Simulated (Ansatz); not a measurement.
A periodic structure is given below.

```yaml
crystal:
  lattice:
    - [5.43870, 0.00000, 0.00000]
    - [0.00000, 5.43870, 0.00000]
    - [0.00000, 0.00000, 5.43870]
  atoms:
    - { symbol: Ga, position: [0.00000, 0.00000, 0.00000] }
    - { symbol: P, position: [0.25000, 0.25000, 0.75000] }
    - { symbol: Ga, position: [0.00000, 0.50000, 0.50000] }
    - { symbol: P, position: [0.25000, 0.75000, 0.25000] }
    - { symbol: Ga, position: [0.50000, 0.00000, 0.50000] }
    - { symbol: P, position: [0.75000, 0.25000, 0.25000] }
    - { symbol: Ga, position: [0.50000, 0.50000, 0.00000] }
    - { symbol: P, position: [0.75000, 0.75000, 0.75000] }
```

Question: Describe what this structure looks like.

Answer: It has the composition GaP. It belongs to space group F-43m (No. 216) and has a face-centred cubic lattice. The prototype is zinc blende (sphalerite type). In the cell are 4 Ga, 4 P, which makes 4 formula units. The polyhedra are GaP4 tetrahedra; they share corners. Each Ga has four P in a tetrahedral arrangement at 2.36 Å. Each P has four Ga in a tetrahedral arrangement at 2.36 Å. The bonds build a three-dimensional framework.

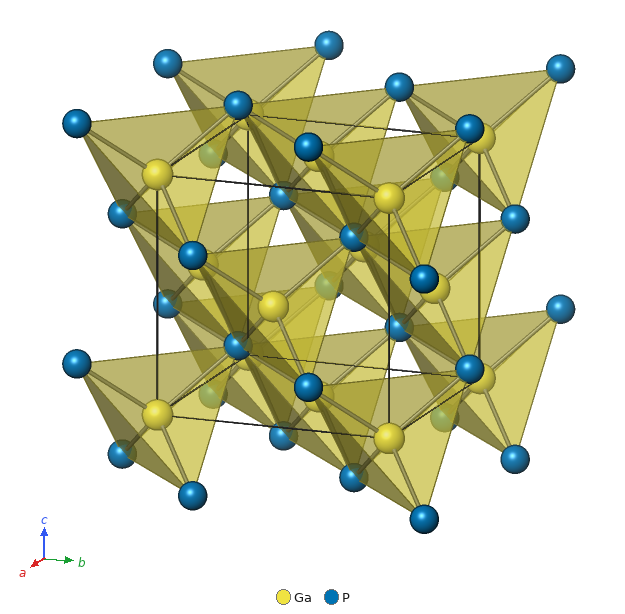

We look at a polyhedral model of the crystal slightly off an axis. The wireframe shows the conventional unit cell. Some atoms of the next cells are drawn as well. Colours: gallium yellow, phosphorus blue.

The cell started as a structure listed in the Materials Project, with elements exchanged, so it need not be a known form of the compound. A relaxation with Ansatz, DFT PBEsol, scalar-relativistic, plane waves, PAW gave the geometry drawn.
